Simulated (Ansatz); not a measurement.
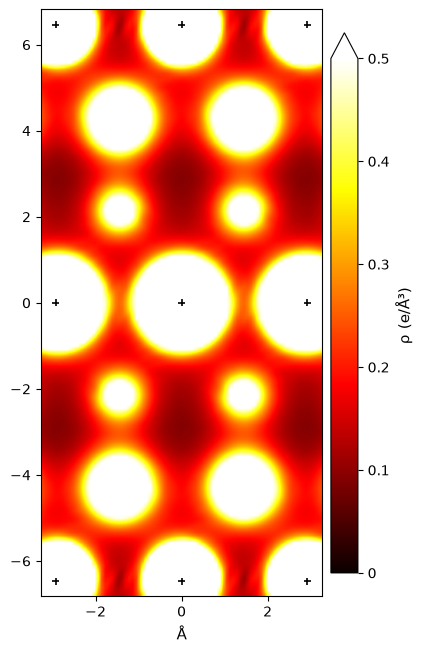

The valence electron density on a plane through atoms (crosses mark nuclei in the plane).

Theory: Ansatz, Kohn-Sham DFT of a periodic cell, PBE0, Ansatz PAW.

Candidates:
A. Pt, a = 2.80 Å, b = 2.80 Å, c = 4.86 Å, α = 90.00°, β = 90.00°, γ = 120.00°. Space group P6₃/mmc; a structure from a database of computed crystals, not necessarily the ambient phase; computed pressure about −17 GPa in this cell.
B. CuAu, a = 2.92 Å, b = 2.92 Å, c = 12.94 Å, α = 90.00°, β = 90.00°, γ = 120.00°. Space group R-3m; a structure from a database of computed crystals, not necessarily the ambient phase; computed pressure about −6 GPa in this cell.

> Which candidate gave the map?

Candidate B: CuAu on the (100) plane of the conventional cell, which holds Au and Cu. Cu–Cu (2.92 Å): the density is about 0.11 e/Å³ at the midpoint. Au–Au (2.92 Å): ρ is about 0.26 e/Å³ halfway.
